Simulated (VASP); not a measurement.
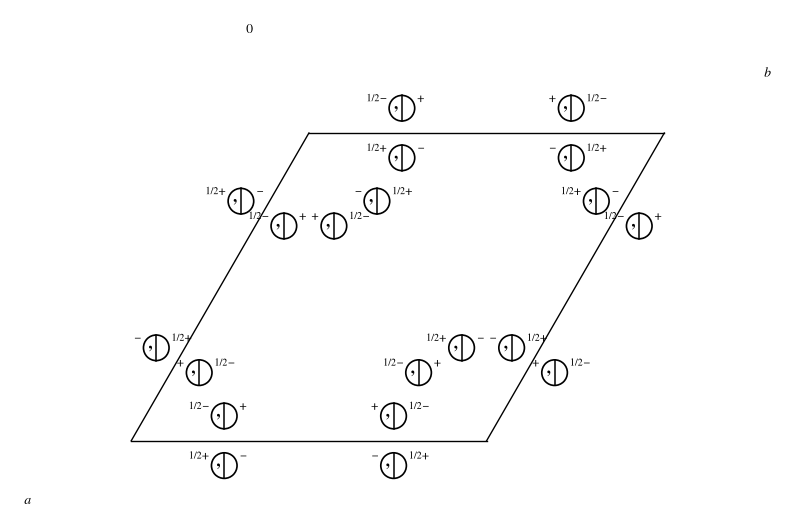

General positions of a space group, projected down c, computed from the operations of a computed or model structure of composition Te2Mo.

A circle is a general position, a comma marks the mirror image, + and − with a fraction give the height (along the projection axis: ½+ is ½ plus the coordinate, − is its negative), and a split circle stands for two positions above each other.

Q: Identify the space group.

A: P6₃/mmc, No. 194; primitive hexagonal, point group 6/mmm, 24 general positions a cell.

Q: Write the general positions (in any order).

A: x, y, z; −x, −y, −z; x−y, x, z+1/2; −x+y, −x, −z+1/2; −y, x−y, z; y, −x+y, −z; −x, −y, z+1/2; x, y, −z+1/2; −x+y, −x, z; x−y, x, −z; y, −x+y, z+1/2; −y, x−y, −z+1/2; −y, −x, −z+1/2; y, x, z+1/2; −x, −x+y, −z; x, x−y, z; −x+y, y, −z+1/2; x−y, −y, z+1/2; y, x, −z; −y, −x, z; x, x−y, −z+1/2; −x, −x+y, z+1/2; x−y, −y, −z; −x+y, y, z
